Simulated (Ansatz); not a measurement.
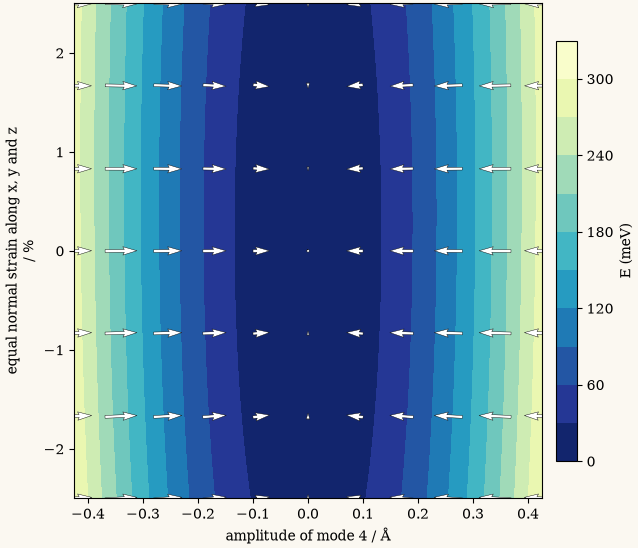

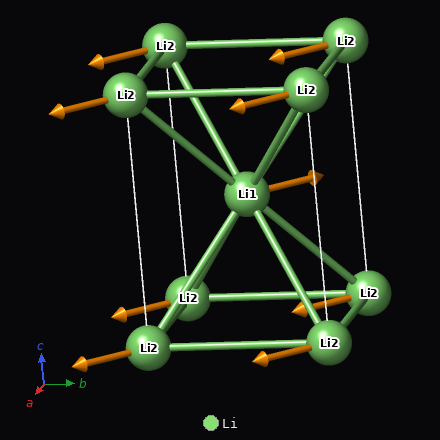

Energy landscape of Li (Fm-3m, No. 225; 2 atoms in the cell). The energy is mapped over a normal mode and a strain (zone-centre modes of the 2-atom cell of this scan, which folds in the wave vector (0, 1/2, 1/2) of the primitive cell) (x, y and z along the cube axes). Coordinates scanned: (1) amplitude of mode 4 (255 cm⁻¹), largest displacement in the unstrained cell; (2) equal normal strain along x, y and z. Nothing is relaxed (the pattern is fixed in fractional coordinates). Grid: 11 × 7 points; 42 points were computed and 35 follow by symmetry. Points are written as (first, second). Energies are in meV per cell, from the lowest grid point. The calculation used DFT PBE+D3(BJ), scalar-relativistic, plane waves, PAW (Ansatz). Settings: cutoff 520 eV, k-mesh 16×16×12 in the order of the run's cell vectors, gaussian smearing 0.15 eV, no spin polarisation.

The picture shows filled contours, arrows along the force (downhill), their lengths compressed. Between grid points the surface is interpolated. The second picture is the structure at the lowest point

Where are the wells?

Answer. The lowest grid point is at (0.000 Å, 0.00 %). It is the only kind of minimum in the scanned range. The highest grid point, (−0.425 Å, −2.50 %), lies 300 meV above the lowest.

Grid values (meV):

```csv
"second ↓, first →",−0.425,−0.340,−0.255,−0.170,−0.085,0.000,0.085,0.170,0.255,0.340,0.425
2.50,285,190,112,55,21,9,21,55,112,190,285
1.67,283,186,108,51,16,4,16,51,108,186,283
0.83,282,185,106,48,13,1,13,48,106,185,282
0.00,283,186,106,48,12,0,12,48,106,186,283
−0.83,287,188,109,50,13,1,13,50,109,188,287
−1.67,292,193,113,54,17,5,17,54,113,193,292
−2.50,300,200,120,60,23,11,23,60,120,200,300
```

Time for the 42 points that were run: 6.8 min on 1 thread of Arm Neoverse V1 (shared host).
